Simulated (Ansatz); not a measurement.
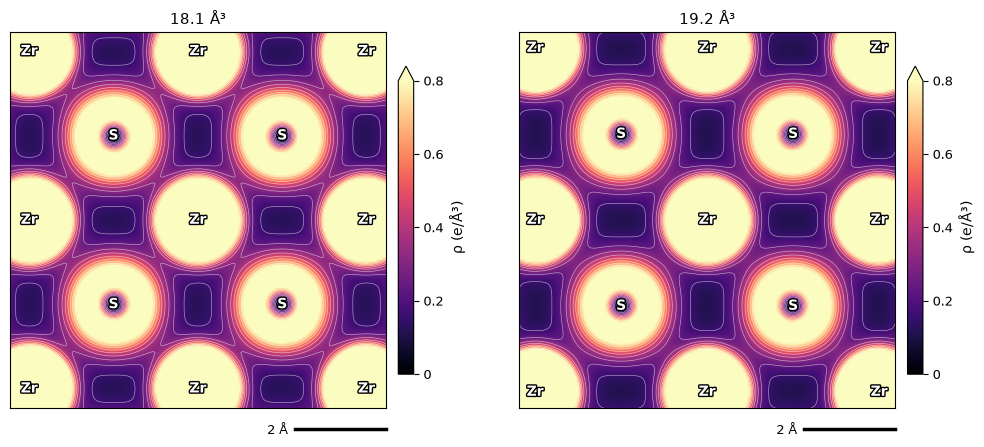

ZrS. The valence pseudo-density of cells scaled evenly to different volumes (given per atom above each panel), on the (101) plane of each (indices in the axes of the cell below), at one length scale and on one colour scale.

The calculation used Ansatz 0.2.0, Kohn-Sham DFT of a periodic cell, m-r2SCAN, spin-orbit coupling, Ansatz PAW.

The largest cell:

```yaml
crystal:
  lattice:
    - [0.00000, 2.67648, 2.67648]
    - [2.67648, 0.00000, 2.67648]
    - [2.67648, 2.67648, 0.00000]
  atoms:
    - { symbol: Zr, position: [0.00000, 0.00000, 0.00000] }
    - { symbol: S, position: [0.50000, 0.50000, 0.50000] }
```

| volume (Å³/atom) | Zr–S contact in the plane (Å) | ρ at its midpoint (e/Å³) | pressure (GPa) | 
| --- | --- | --- | --- |
| 18.09 | 2.625 | 0.332 | −2.0 | 
| 18.81 | 2.660 | ? | ? | 
| 19.17 | 2.676 | 0.302 | −8.7 | 

> Estimate the missing row, and compare with the calculation.

Over the known rows ln ρ falls by 1.86 per Å of Zr–S distance (the line through the two), which gives 0.311 e/Å³ at 2.660 Å; the calculation gives 0.312 e/Å³. For the pressure, a straight line in volume between the neighbouring rows gives −6.5 GPa; the calculation gives −6.7.
